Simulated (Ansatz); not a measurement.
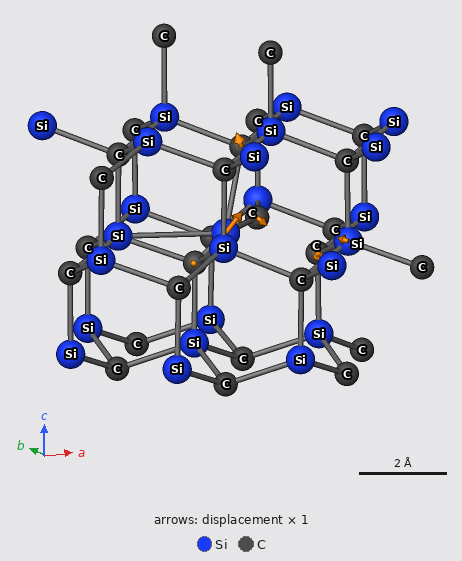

A relaxation of a defect cell of composition Si48C49 (cell charge −2). The starting structure is drawn; orange arrows show the displacements, at their true length.

The picture is a ball-and-stick view of the atoms within 5.0 Å of the atom that moves most (axes of the cell of the calculation (origin shifted)), seen slightly off an axis.

Level of theory: DFT, PBEsol, PAW, plane waves in Ansatz 0.2.0. Settings: plane-wave cutoff 420 eV; k-point mesh 1 × 1 × 1; mesh shifted by (0.25, 0.25, 0.25); no spin polarisation; atoms relaxed in a fixed cell; force threshold 0.03 eV/Å; at most 80 steps.

Q: Which element moves most?

A: Silicon: up to 0.67 Å, against 0.39 Å for carbon.

Q: Describe the change and its energy.

A: The atom that moves furthest is a Si atom (0.67 Å roughly along [3 1 3]). Largest moves by element: Si 0.67 Å, C 0.39 Å. The cell stays as it was. Among the contacts that change: C–Si 1.040 → 1.845 Å, Si–Si 3.724 → 2.989 Å, Si–Si 2.639 → 3.248 Å, C–C 2.114 → 2.679 Å. New bonds form, among them: Si–Si (2.98 → 2.48 Å). Bond angles that change, for instance: C–Si–C 61.2° → 96.7°, Si–C–Si 137.6° → 107.2°, C–Si–C 130.9° → 113.7°. Over 9 geometry steps the energy falls by 30.687 eV per cell of the calculation. The largest force component goes from 99 to 0.011 eV/Å. The run took 7 s on 1 × NVIDIA GB200 with 8 threads of Arm Neoverse-V2, peak memory 1.9 GiB.

Limits of the set-up: the cell is charged, on a uniform background, and energies carry no finite-size correction.
